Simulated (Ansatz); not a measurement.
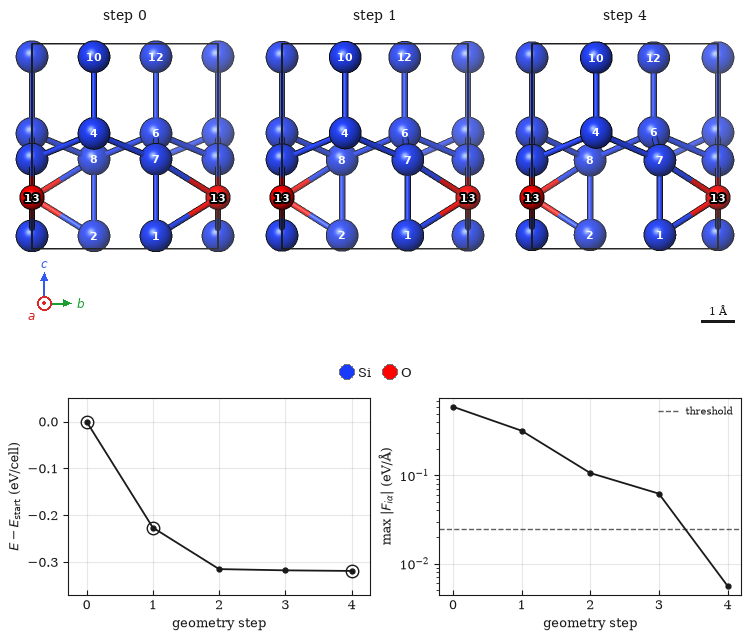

Frames of a relaxation of a defect cell of composition Si₁₂O, marked on the history of the run. A ball-and-stick model of the cell of the calculation, reduced to other axes, seen along the a axis. Lengths and directions refer to the drawn axes.

Case: O interstitial, charge +0, atoms relaxed at the host's cell.

Computed with DFT PBE, scalar-relativistic, plane waves, PAW in Ansatz. (plane-wave cutoff 420 eV; k-point mesh 3 × 3 × 3; occupations gaussian; smearing width 0.02 eV; no spin polarisation; atoms relaxed in a fixed cell; force threshold 0.025 eV/Å; at most 45 steps)

Question: Describe the path.

Answer: The energy falls by 0.319 eV per cell of the calculation in 4 geometry steps. Largest force component: 0.6 eV/Å at the start, 0.0056 eV/Å at the end. The largest moves, 0.14 Å, are those of Si atoms. O stays in place. The lattice vectors keep their values. Some distances before and after: O–Si 2.522 → 2.384 Å, Si–Si 2.363 → 2.438 Å, Si–Si 2.381 → 2.318 Å. Among the angles between lasting bonds that change: Si–Si–Si 109.1° → 99.4°, Si–Si–Si 109.1° → 115.2°, Si–Si–Si 109.1° → 103.8°. The run took 8.8 s on 4 threads of Arm Neoverse V1 (shared host), peak memory 0.53 GiB. From step 0 to 1: Si atoms move most (0.07 Å), energy −0.226 eV per cell of the calculation. From step 1 to 4: Si atoms move most (0.08 Å), energy −92.5 meV per cell of the calculation.

```csv
step,"E − E(0), meV/atom","largest force component, eV/Å"
0,0.00,0.5984
1,-17.40,0.3201
2,-24.22,0.1063
3,-24.42,0.0621
4,-24.52,0.0056
```

Limits of the set-up: the periodic images lie only 6.4 Å apart, so the values are limited by the cell's size.
